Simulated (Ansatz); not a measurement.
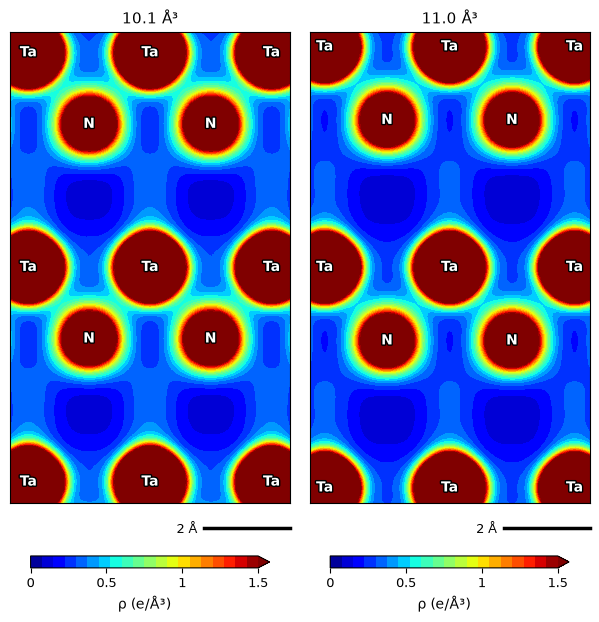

TaN. The valence pseudo-density of cells scaled evenly to different volumes (given per atom above each panel), on the (110) plane of each (indices in the axes of the cell below), at one length scale and on one colour scale.

The calculation used Kohn-Sham DFT of a periodic cell, r2SCAN, Ansatz PAW (Ansatz 0.2.0).

The density is the valence pseudo-density of a PAW calculation; it isn't the true density close to the nuclei.

The largest cell:

```xyz
2
Lattice="2.9575 0.0000 0.0000 -1.4787 2.5612 0.0000 0.0000 0.0000 2.9021" Properties=species:S:1:pos:R:3 pbc="T T T"
Ta    0.0000    0.0000    1.4510
N     1.4787    0.8537    0.0000
```

| volume (Å³/atom) | Ta–N contact in the plane (Å) | ρ at its midpoint (e/Å³) | pressure (GPa) | 
| --- | --- | --- | --- |
| 10.13 | 2.181 | 0.591 | 25.2 | 
| 10.56 | 2.211 | ? | ? | 
| 10.99 | 2.241 | 0.520 | −7.1 | 

### Estimate the missing row, and compare with the calculation.

Over the known rows ln ρ falls by 2.13 per Å of Ta–N distance (the line through the two), which gives 0.554 e/Å³ at 2.211 Å; the calculation gives 0.554 e/Å³. For the pressure, a straight line in volume between the neighbouring rows gives 9.1 GPa; the calculation gives 7.3, lower because pressure rises ever faster on compression.
